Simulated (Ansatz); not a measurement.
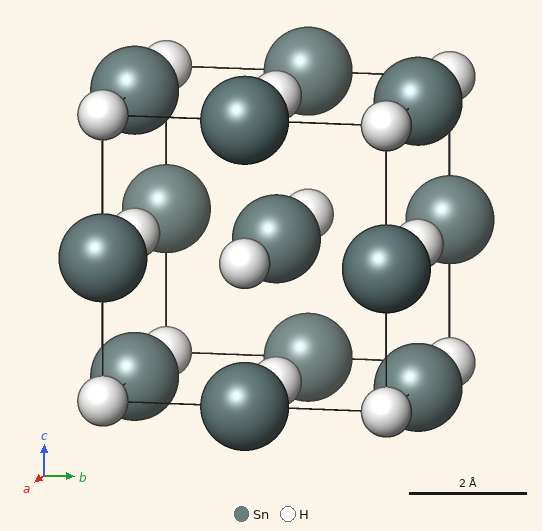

Structure drawing (spheres-only), viewed slightly off an axis. Atoms at the boundary of the conventional unit cell (the box) are drawn once for each face, edge or corner they touch. Cell: a = 5.00 Å, b = 5.00 Å, c = 5.00 Å, α = 90.00°, β = 90.00°, γ = 90.00°.

It goes back to a random cell made by a generator, so it need not be a real form of the compound. Earlier steps of the study may have refined or changed the cell and positions. An electronic-structure calculation with Ansatz was run on it.

State composition, symmetry and coordination.

Answer. Its composition is SnH. The structure has Fm-3m (No. 225) symmetry and a face-centred cubic lattice. It belongs to the family called rock salt (NaCl type). Atoms per cell: 8 (4 Sn, 4 H).

Level of theory and settings: DFT PBE, scalar-relativistic, plane waves, PAW in Ansatz 0.2.0, a cutoff energy of 420 eV, k-points about 0.11 Å⁻¹ apart, Gaussian smearing of 0.1 eV, no spin polarisation.

How large a gap does the method give, if there is one?

Answer. A metal: bands cross the Fermi level.

Predict the Bader charges.

Answer. Sn +0.44 e; H -0.44 e.

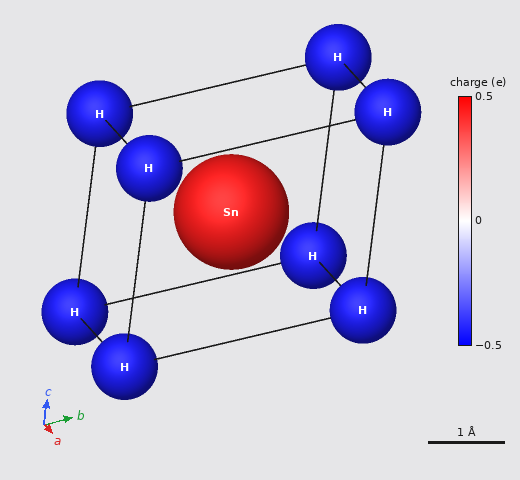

The atoms coloured by those charges. The run's cell of 2 atoms is drawn, so axes and origin can differ from the first picture.

Are forces and stress small enough to call this relaxed?

Answer. Yes. All forces vanish to within 0.01 eV/Å. The pressure is 0.0 GPa, close to zero.
